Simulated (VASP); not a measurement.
Geometry relaxation, with input and output: MoTe$_{2}$ (part 3 of 4)

MoTe$_{2}$ (P6₃/mmc, 6 atoms in the cell); Kohn-Sham DFT of a periodic cell, revPBE with D3, VASP PAW PBE potentials, recommended, no spin polarisation (VASP 6.6.1); cutoff 600 eV, 7×7×2 k-mesh, fermi-dirac of 0.05 eV. The structure derives from an entry of the Crystallography Open Database. It belongs to a series of runs on one base structure; here: dispersion = D3.

Geometry of the input (Å; fractional positions):
```
3.5182  0.0000  0.0000
-1.7591  3.0469  0.0000
0.0000  0.0000  13.9736
Te 0.6667  0.3333  0.3790
Te 0.3333  0.6667  0.8790
Te 0.6667  0.3333  0.1210
Te 0.3333  0.6667  0.6210
Mo 0.6667  0.3333  0.7500
Mo 0.3333  0.6667  0.2500
```

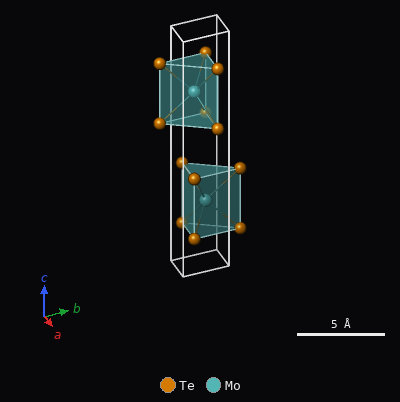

The geometry at step 7 of the log (polyhedral view of the cell of the calculation, seen slightly off an axis; polyhedra are completed across the faces of the cell).

Parts of OUTCAR, continued:
```
  FORCE on cell =-STRESS in cart. coord.  units (eV):
  Direction    XX          YY          ZZ          XY          YZ          ZX
  --------------------------------------------------------------------------------------
  -------------------------------------------------------------------------------------
  Total      -0.05349    -0.05349    -0.18245     0.00000     0.00000     0.00000
  in kB      -0.56194    -0.56194    -1.91682     0.00000     0.00000     0.00000
  external pressure =       -1.01 kB  Pullay stress =        0.00 kB

 VOLUME and BASIS-vectors are now :
 -----------------------------------------------------------------------------
  energy-cutoff  :      600.00
  volume of cell :      152.50
      direct lattice vectors                 reciprocal lattice vectors
     3.527302077  0.000000000  0.000000000     0.283502796  0.163680415 -0.000000000
    -1.763651038  3.054733205 -0.000000000    -0.000000000  0.327360831 -0.000000000
    -0.000000000  0.000000000 14.153271798    -0.000000000  0.000000000  0.070655041

 POSITION                                       TOTAL-FORCE (eV/Angst)
 -----------------------------------------------------------------------------------
      1.76365      1.01824      5.34908         0.000000     -0.000000     -0.026677
     -0.00000      2.03649     12.42571         0.000000     -0.000000     -0.026677
      1.76365      1.01824      1.72756         0.000000     -0.000000      0.026677
     -0.00000      2.03649      8.80419         0.000000     -0.000000      0.026677
      1.76365      1.01824     10.61495        -0.000000      0.000000     -0.000000
     -0.00000      2.03649      3.53832         0.000000      0.000000     -0.000000
 -----------------------------------------------------------------------------------
    total drift:                               -0.000000      0.000000     -0.000000

  FREE ENERGIE OF THE ION-ELECTRON SYSTEM (eV)
  ---------------------------------------------------
  free  energy   TOTEN  =       -37.1780158322 eV

  energy  without entropy=      -37.1780038975  energy(sigma->0) =      -37.17800986

--------------------------------------- Ionic step       15  -------------------------------------------

 number of electron      52.0000002 magnetization

 Free energy of the ion-electron system (eV)
  ---------------------------------------------------
  ext. energy  EPLUGINS =         0.00000000
  ---------------------------------------------------
  free energy    TOTEN  =       -33.78422745 eV

  energy without entropy =      -33.78421507  energy(sigma->0) =      -33.78422126

 E-fermi :   8.3691     XC(G=0): -10.2819     alpha+bet :-13.5185

 val. band max:        7.9655144323   @ k =   0.0000   0.0000   0.0000
 cond. band min:       8.8698654066   @ k =   0.2857   0.1429   0.0000
 fundamental gap:      0.9043509743
 Fermi energy:         8.3690737165

 k-point     1 :       0.0000    0.0000    0.0000
  band No.  band energies     occupation
      1     -52.8272      2.00000
      2     -52.8272      2.00000
      3     -26.9869      2.00000
      4     -26.9868      2.00000
      5     -26.8711      2.00000
      6     -26.8711      2.00000
      7     -26.8710      2.00000
      8     -26.8710      2.00000
      9      -4.9458      2.00000
     10      -4.6631      2.00000
     11      -4.0909      2.00000
     12      -3.6478      2.00000
     13       2.2205      2.00000
     14       3.4122      2.00000
     15       4.9860      2.00000
     16       6.1994      2.00000
     17       6.1994      2.00000
     18       6.2130      2.00000
     19       6.2130      2.00000
     20       6.9689      2.00000
     21       6.9689      2.00000
     22       6.9832      2.00000
     23       6.9995      2.00000
     24       6.9995      2.00000
     25       7.5772      2.00000
     26       7.9655      1.99938
     27      10.8954      0.00000
     28      10.8954      0.00000
     29      11.0125      0.00000
     30      11.0125      0.00000
     31      11.1233      0.00000

 k-point     2 :       0.1429   -0.0000    0.0000
  band No.  band energies     occupation
      1     -52.8255      2.00000
      2     -52.8255      2.00000
      3     -26.9816      2.00000
      4     -26.9816      2.00000
      5     -26.8949      2.00000
      6     -26.8949      2.00000
      7     -26.8766      2.00000
      8     -26.8766      2.00000
      9      -4.6636      2.00000
     10      -4.3852      2.00000
     11      -3.8827      2.00000
     12      -3.4637      2.00000
     13       2.5293      2.00000
     14       3.7012      2.00000
     15       4.8326      2.00000
     16       5.5820      2.00000
     17       5.6313      2.00000
     18       6.1246      2.00000
     19       6.4187      2.00000
     20       6.4486      2.00000
     21       6.6171      2.00000
     22       6.6643      2.00000
     23       6.8697      2.00000
     24       7.0369      2.00000
     25       7.6697      2.00000
     26       7.7765      1.99999
     27      10.0469      0.00000
     28      10.1887      0.00000
     29      10.2439      0.00000
     30      10.2985      0.00000
     31      10.5471      0.00000

 k-point     3 :       0.2857    0.0000    0.0000
  band No.  band energies     occupation
      1     -52.8215      2.00000
      2     -52.8215      2.00000
      3     -26.9699      2.00000
      4     -26.9699      2.00000
      5     -26.9480      2.00000
      6     -26.9480      2.00000
      7     -26.8891      2.00000
      8     -26.8891      2.00000
      9      -3.8988      2.00000
     10      -3.6459      2.00000
     11      -3.3217      2.00000
     12      -2.9829      2.00000
     13       3.1884      2.00000
     14       3.9343      2.00000
     15       4.2056      2.00000
     16       4.2519      2.00000
     17       4.6645      2.00000
     18       4.7085      2.00000
     19       5.9813      2.00000
     20       6.0539      2.00000
     21       6.1976      2.00000
     22       6.8448      2.00000
     23       6.9314      2.00000
     24       6.9455      2.00000
     25       7.0034      2.00000
     26       7.0352      2.00000
     27       9.1116      0.00000
     28       9.6986      0.00000
     29       9.7060      0.00000
     30       9.9494      0.00000
     31      10.0082      0.00000

 k-point     4 :       0.4286    0.0000    0.0000
  band No.  band energies     occupation
      1     -52.8183      2.00000
      2     -52.8183      2.00000
      3     -26.9902      2.00000
      4     -26.9902      2.00000
      5     -26.9604      2.00000
      6     -26.9604      2.00000
      7     -26.8990      2.00000
      8     -26.8990      2.00000
      9      -3.0239      2.00000
     10      -2.8593      2.00000
     11      -2.6942      2.00000
     12      -2.5117      2.00000
     13       2.4730      2.00000
     14       2.7253      2.00000
     15       3.3140      2.00000
     16       3.4358      2.00000
     17       4.0974      2.00000
     18       4.7924      2.00000
     19       5.5640      2.00000
     20       5.6507      2.00000
     21       6.0079      2.00000
     22       6.3352      2.00000
     23       6.8557      2.00000
     24       7.0611      2.00000
     25       7.3695      2.00000
     26       7.5885      2.00000
     27       9.3000      0.00000
     28       9.3664      0.00000
     29       9.3928      0.00000
     30       9.7460      0.00000
     31      10.5222      0.00000

 k-point     5 :       0.1429    0.1429    0.0000
  band No.  band energies     occupation
      1     -52.8226      2.00000
      2     -52.8226      2.00000
      3     -26.9731      2.00000
      4     -26.9731      2.00000
      5     -26.9300      2.00000
      6     -26.9300      2.00000
      7     -26.8890      2.00000
      8     -26.8890      2.00000
      9      -4.1372      2.00000
     10      -3.8733      2.00000
     11      -3.4952      2.00000
     12      -3.1276      2.00000
     13       3.0454      2.00000
     14       4.0957      2.00000
     15       4.5953      2.00000
     16       4.7743      2.00000
     17       4.7833      2.00000
     18       5.3469      2.00000
     19       5.5652      2.00000
     20       5.8378      2.00000
     21       6.5287      2.00000
     22       6.5289      2.00000
     23       6.9474      2.00000
     24       7.1025      2.00000
     25       7.2981      2.00000
     26       7.4274      2.00000
     27       9.0820      0.00000
     28       9.6462      0.00000
     29       9.7377      0.00000
     30       9.7592      0.00000
     31      10.0429      0.00000

 [... the levels of 10 k-points are left out ...]

 k-point    16 :       0.2857    0.2857    0.5000
  band No.  band energies     occupation
      1     -52.8170      2.00000
      2     -52.8170      2.00000
      3     -26.9731      2.00000
      4     -26.9731      2.00000
      5     -26.9566      2.00000
      6     -26.9566      2.00000
      7     -26.9374      2.00000
      8     -26.9374      2.00000
      9      -2.6037      2.00000
     10      -2.6037      2.00000
     11      -2.3416      2.00000
     12      -2.3416      2.00000
     13       3.1644      2.00000
     14       3.1644      2.00000
     15       3.3876      2.00000
     16       3.3876      2.00000
     17       4.4420      2.00000
     18       4.4420      2.00000
     19       4.5559      2.00000
     20       4.5559      2.00000
     21       5.2541      2.00000
     22       5.2541      2.00000
     23       6.1371      2.00000
     24       6.1371      2.00000
     25       7.6779      2.00000
     26       7.6779      2.00000
     27       9.1411      0.00000
     28       9.1411      0.00000
     29       9.6988      0.00000
     30       9.6988      0.00000
     31      10.1218      0.00000

------------------------ aborting loop because EDIFF is reached ----------------------------------------

 Edisp (eV)   -3.39389

 E8    (eV) :    -1.5573

  FORCE on cell =-STRESS in cart. coord.  units (eV):
  Direction    XX          YY          ZZ          XY          YZ          ZX
  --------------------------------------------------------------------------------------
  -------------------------------------------------------------------------------------
  Total       0.02526     0.02526     0.01657     0.00000    -0.00000     0.00000
  in kB       0.26574     0.26574     0.17429     0.00000    -0.00000     0.00000
  external pressure =        0.24 kB  Pullay stress =        0.00 kB

 VOLUME and BASIS-vectors are now :
 -----------------------------------------------------------------------------
  energy-cutoff  :      600.00
  volume of cell :      152.29
      direct lattice vectors                 reciprocal lattice vectors
     3.527055368  0.000000000  0.000000000     0.283522626  0.163691864 -0.000000000
    -1.763527684  3.054519550 -0.000000000    -0.000000000  0.327383729 -0.000000000
    -0.000000000  0.000000000 14.135545242    -0.000000000  0.000000000  0.070743645

 POSITION                                       TOTAL-FORCE (eV/Angst)
 -----------------------------------------------------------------------------------
      1.76353      1.01817      5.34279         0.000000     -0.000000     -0.002998
     -0.00000      2.03635     12.41056        -0.000000      0.000000     -0.002998
      1.76353      1.01817      1.72499         0.000000      0.000000      0.002998
     -0.00000      2.03635      8.79276         0.000000      0.000000      0.002998
      1.76353      1.01817     10.60166        -0.000000     -0.000000      0.000000
     -0.00000      2.03635      3.53389         0.000000      0.000000      0.000000
 -----------------------------------------------------------------------------------
    total drift:                               -0.000000      0.000000     -0.000000

  FREE ENERGIE OF THE ION-ELECTRON SYSTEM (eV)
  ---------------------------------------------------
  free  energy   TOTEN  =       -37.1781194665 eV

  energy  without entropy=      -37.1781070795  energy(sigma->0) =      -37.17811327

 reached required accuracy - stopping structural energy minimisation
```

CONTCAR:
```
Te2Mo
   1.00000000000000
     3.5270553683670225    0.0000000000000000    0.0000000000000000
    -1.7635276841835112    3.0545195495657529   -0.0000000000000000
    -0.0000000000000000    0.0000000000000000   14.1355452416721974
  Te              Mo
     4     2
Direct
     0.6666666667000030    0.3333333332999970    0.3779681969138933
     0.3333333332999970    0.6666666667000030    0.8779681969138934
     0.6666666667000030    0.3333333332999970    0.1220318030861066
     0.3333333332999970    0.6666666667000030    0.6220318030861066
     0.6666666667000030    0.3333333332999970    0.7500000000000000
     0.3333333332999970    0.6666666667000030    0.2500000000000000

  0.00000000E+00  0.00000000E+00  0.00000000E+00
  0.00000000E+00  0.00000000E+00  0.00000000E+00
  0.00000000E+00  0.00000000E+00  0.00000000E+00
  0.00000000E+00  0.00000000E+00  0.00000000E+00
  0.00000000E+00  0.00000000E+00  0.00000000E+00
  0.00000000E+00  0.00000000E+00  0.00000000E+00
```

Trajectory as extended XYZ (Å, eV, eV/Å), 15 frames, from step=0 to step=14:
```
6
Lattice="3.5182 0.0000 0.0000 -1.7591 3.0469 0.0000 0.0000 0.0000 13.9736" Properties=species:S:1:pos:R:3:forces:R:3 step=0 energy=-37.17259
Te    1.7591    1.0156    5.2960    0.0000   0.0000   0.0968
Te    0.0000    2.0312   12.2828    0.0000   0.0000   0.0968
Te    1.7591    1.0156    1.6908    0.0000   0.0000  -0.0968
Te    0.0000    2.0312    8.6776    0.0000   0.0000  -0.0968
Mo    1.7591    1.0156   10.4802    0.0000   0.0000   0.0000
Mo    0.0000    2.0312    3.4934    0.0000   0.0000   0.0000
6
Lattice="3.5381 0.0000 0.0000 -1.7691 3.0641 -0.0000 0.0000 0.0000 14.1028" Properties=species:S:1:pos:R:3:forces:R:3 step=1 energy=-37.16617
Te    1.7691    1.0214    5.3497    0.0000   0.0000  -0.2714
Te    0.0000    2.0427   12.4011    0.0000   0.0000  -0.2714
Te    1.7691    1.0214    1.7017    0.0000   0.0000   0.2714
Te    0.0000    2.0427    8.7531    0.0000   0.0000   0.2714
Mo    1.7691    1.0214   10.5771    0.0000   0.0000   0.0000
Mo    0.0000    2.0427    3.5257    0.0000   0.0000   0.0000
6
Lattice="3.5256 0.0000 0.0000 -1.7628 3.0532 -0.0000 0.0000 0.0000 14.0213" Properties=species:S:1:pos:R:3:forces:R:3 step=2 energy=-37.17630
Te    1.7628    1.0177    5.3158    0.0000   0.0000  -0.0428
Te    0.0000    2.0355   12.3265    0.0000   0.0000  -0.0428
Te    1.7628    1.0177    1.6948    0.0000   0.0000   0.0428
Te    0.0000    2.0355    8.7055    0.0000   0.0000   0.0428
Mo    1.7628    1.0177   10.5160    0.0000   0.0000   0.0000
Mo    0.0000    2.0355    3.5053    0.0000   0.0000   0.0000
6
Lattice="3.5257 0.0000 0.0000 -1.7629 3.0534 -0.0000 0.0000 0.0000 14.0223" Properties=species:S:1:pos:R:3:forces:R:3 step=3 energy=-37.17630
Te    1.7629    1.0178    5.3163    0.0000   0.0000  -0.0458
Te    0.0000    2.0356   12.3274    0.0000   0.0000  -0.0458
Te    1.7629    1.0178    1.6949    0.0000   0.0000   0.0458
Te    0.0000    2.0356    8.7061    0.0000   0.0000   0.0458
Mo    1.7629    1.0178   10.5167    0.0000   0.0000   0.0000
Mo    0.0000    2.0356    3.5056    0.0000   0.0000   0.0000
6
Lattice="3.5259 0.0000 0.0000 -1.7630 3.0535 -0.0000 0.0000 0.0000 14.0236" Properties=species:S:1:pos:R:3:forces:R:3 step=4 energy=-37.17629
Te    1.7630    1.0178    5.3168    0.0000   0.0000  -0.0496
Te    0.0000    2.0357   12.3286    0.0000   0.0000  -0.0496
Te    1.7630    1.0178    1.6950    0.0000   0.0000   0.0496
Te    0.0000    2.0357    8.7068    0.0000   0.0000   0.0496
Mo    1.7630    1.0178   10.5177    0.0000   0.0000   0.0000
Mo    0.0000    2.0357    3.5059    0.0000   0.0000   0.0000
6
Lattice="3.5272 0.0000 0.0000 -1.7636 3.0546 -0.0000 -0.0000 0.0000 14.0313" Properties=species:S:1:pos:R:3:forces:R:3 step=5 energy=-37.17665
Te    1.7636    1.0182    5.3178    0.0000   0.0000  -0.0419
Te    0.0000    2.0364   12.3335    0.0000   0.0000  -0.0419
Te    1.7636    1.0182    1.6978    0.0000   0.0000   0.0419
Te    0.0000    2.0364    8.7135    0.0000   0.0000   0.0419
Mo    1.7636    1.0182   10.5235    0.0000   0.0000   0.0000
Mo    0.0000    2.0364    3.5078    0.0000   0.0000   0.0000
6
Lattice="3.5310 0.0000 0.0000 -1.7655 3.0579 -0.0000 -0.0000 0.0000 14.0546" Properties=species:S:1:pos:R:3:forces:R:3 step=6 energy=-37.17730
Te    1.7655    1.0193    5.3210    0.0000   0.0000  -0.0182
Te    0.0000    2.0386   12.3483    0.0000   0.0000  -0.0182
Te    1.7655    1.0193    1.7062    0.0000   0.0000   0.0182
Te    0.0000    2.0386    8.7335    0.0000   0.0000   0.0182
Mo    1.7655    1.0193   10.5409    0.0000   0.0000   0.0000
Mo    0.0000    2.0386    3.5136    0.0000   0.0000   0.0000
6
Lattice="3.5386 0.0000 0.0000 -1.7693 3.0645 -0.0000 -0.0000 0.0000 14.1011" Properties=species:S:1:pos:R:3:forces:R:3 step=7 energy=-37.17673
Te    1.7693    1.0215    5.3274    0.0000   0.0000   0.0294
Te    0.0000    2.0430   12.3780    0.0000   0.0000   0.0294
Te    1.7693    1.0215    1.7231    0.0000   0.0000  -0.0294
Te    0.0000    2.0430    8.7737    0.0000   0.0000  -0.0294
Mo    1.7693    1.0215   10.5758    0.0000   0.0000   0.0000
Mo    0.0000    2.0430    3.5253    0.0000   0.0000   0.0000
6
Lattice="3.5330 0.0000 0.0000 -1.7665 3.0596 -0.0000 -0.0000 0.0000 14.0666" Properties=species:S:1:pos:R:3:forces:R:3 step=8 energy=-37.17739
Te    1.7665    1.0199    5.3227    0.0000   0.0000  -0.0063
Te    0.0000    2.0398   12.3560    0.0000   0.0000  -0.0063
Te    1.7665    1.0199    1.7106    0.0000   0.0000   0.0063
Te    0.0000    2.0398    8.7440    0.0000   0.0000   0.0063
Mo    1.7665    1.0199   10.5500    0.0000   0.0000   0.0000
Mo    0.0000    2.0398    3.5167    0.0000   0.0000   0.0000
6
Lattice="3.5311 0.0000 0.0000 -1.7655 3.0580 -0.0000 -0.0000 0.0000 14.0843" Properties=species:S:1:pos:R:3:forces:R:3 step=9 energy=-37.17774
Te    1.7655    1.0193    5.3276    0.0000   0.0000   0.0000
Te    0.0000    2.0387   12.3697    0.0000   0.0000   0.0000
Te    1.7655    1.0193    1.7146    0.0000   0.0000   0.0000
Te    0.0000    2.0387    8.7567    0.0000   0.0000   0.0000
Mo    1.7655    1.0193   10.5632    0.0000   0.0000   0.0000
Mo    0.0000    2.0387    3.5211    0.0000   0.0000   0.0000
6
Lattice="3.5287 0.0000 0.0000 -1.7643 3.0559 -0.0000 -0.0000 0.0000 14.1067" Properties=species:S:1:pos:R:3:forces:R:3 step=10 energy=-37.17800
Te    1.7643    1.0186    5.3338    0.0000   0.0000   0.0075
Te    0.0000    2.0373   12.3872    0.0000   0.0000   0.0075
Te    1.7643    1.0186    1.7195    0.0000   0.0000  -0.0075
Te    0.0000    2.0373    8.7729    0.0000   0.0000  -0.0075
Mo    1.7643    1.0186   10.5800    0.0000   0.0000   0.0000
Mo    0.0000    2.0373    3.5267    0.0000   0.0000   0.0000
6
Lattice="3.5238 0.0000 0.0000 -1.7619 3.0517 -0.0000 -0.0000 0.0000 14.1516" Properties=species:S:1:pos:R:3:forces:R:3 step=11 energy=-37.17792
Te    1.7619    1.0172    5.3463    0.0000   0.0000   0.0234
Te    0.0000    2.0345   12.4221    0.0000   0.0000   0.0234
Te    1.7619    1.0172    1.7295    0.0000   0.0000  -0.0234
Te    0.0000    2.0345    8.8053    0.0000   0.0000  -0.0234
Mo    1.7619    1.0172   10.6137    0.0000   0.0000   0.0000
Mo    0.0000    2.0345    3.5379    0.0000   0.0000   0.0000
6
Lattice="3.5269 0.0000 0.0000 -1.7634 3.0544 -0.0000 -0.0000 0.0000 14.1233" Properties=species:S:1:pos:R:3:forces:R:3 step=12 energy=-37.17806
Te    1.7634    1.0181    5.3384    0.0000   0.0000   0.0140
Te    0.0000    2.0362   12.4001    0.0000   0.0000   0.0140
Te    1.7634    1.0181    1.7232    0.0000   0.0000  -0.0140
Te    0.0000    2.0362    8.7849    0.0000   0.0000  -0.0140
Mo    1.7634    1.0181   10.5925    0.0000   0.0000   0.0000
Mo    0.0000    2.0362    3.5308    0.0000   0.0000   0.0000
6
Lattice="3.5273 0.0000 0.0000 -1.7637 3.0547 -0.0000 -0.0000 0.0000 14.1533" Properties=species:S:1:pos:R:3:forces:R:3 step=13 energy=-37.17802
Te    1.7637    1.0182    5.3491    0.0000   0.0000  -0.0267
Te    0.0000    2.0365   12.4257    0.0000   0.0000  -0.0267
Te    1.7637    1.0182    1.7276    0.0000   0.0000   0.0267
Te    0.0000    2.0365    8.8042    0.0000   0.0000   0.0267
Mo    1.7637    1.0182   10.6150    0.0000   0.0000   0.0000
Mo    0.0000    2.0365    3.5383    0.0000   0.0000   0.0000
6
Lattice="3.5271 0.0000 0.0000 -1.7635 3.0545 -0.0000 -0.0000 0.0000 14.1355" Properties=species:S:1:pos:R:3:forces:R:3 step=14 energy=-37.17812
Te    1.7635    1.0182    5.3428    0.0000   0.0000  -0.0030
Te    0.0000    2.0363   12.4106    0.0000   0.0000  -0.0030
Te    1.7635    1.0182    1.7250    0.0000   0.0000   0.0030
Te    0.0000    2.0363    8.7928    0.0000   0.0000   0.0030
Mo    1.7635    1.0182   10.6017    0.0000   0.0000   0.0000
Mo    0.0000    2.0363    3.5339    0.0000   0.0000   0.0000
```
